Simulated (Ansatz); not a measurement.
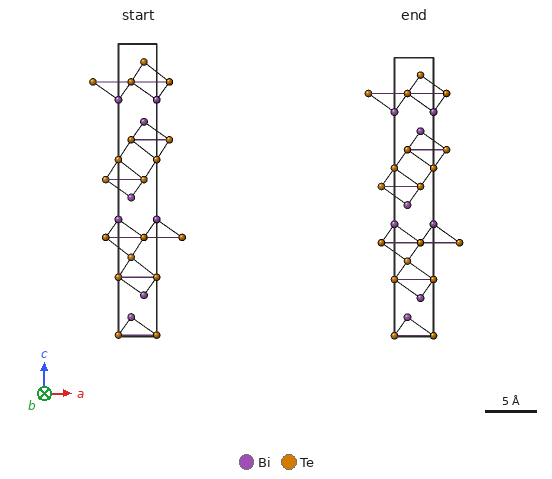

The structure of a crystal of Bi2Te3 (set up in R3m) before (left) and after (right) a relaxation, at one scale.

The picture is a polyhedral view of the conventional cell (3 times the calculation's cell), seen along the b axis. Lengths and directions refer to the drawn axes.

Theory: DFT PBEsol, scalar-relativistic, plane waves, PAW (Ansatz). Settings: plane-wave cutoff 420 eV; k-point mesh 12 × 12 × 12; occupations gaussian; smearing width 0.1 eV; no spin polarisation; cell and atoms relaxed; force threshold 0.005 eV/Å; at most 80 steps.

### Summarise the run.

The largest moves relative to the cell, 0.086 Å, are those of Bi atoms. By element the largest moves are Bi 0.086 Å, Te 0.058 Å. The volume changes by −0.6 %, with a = b 4.390 → 4.484 Å (+2.1 %), c 29.119 → 27.731 Å (−4.8 %). Near-neighbour distances that change, for instance: Bi–Te 3.099 → 3.177 Å, Te–Te 3.216 → 3.168 Å. Bond angles that change, for instance: Te–Te–Te 86.1° → 90.1°, Te–Te–Te 93.9° → 89.9°, Bi–Te–Te 177.1° → 179.8°. The space group stays R-3m (No. 166). After 9 accepted moves (13 points after the start) the energy has fallen by 9.5 meV per cell of the calculation. Largest force component: 0.083 eV/Å at the start, 0.0027 eV/Å at the end. Pressure: −0.05 GPa at the start and 0.00 GPa at the end. The line search rejected the trial steps at points 2, 8, 11 of the run. At 1 point the geometry stayed and the basis and grid were re-selected for the new cell (energy shift of 0.1 meV per cell of the calculation at most each time). Cost: 7.4 min on 2 threads of Intel(R) Xeon(R) 6975P-C (Granite Rapids), with other jobs on the host, peak memory 1.2 GiB.
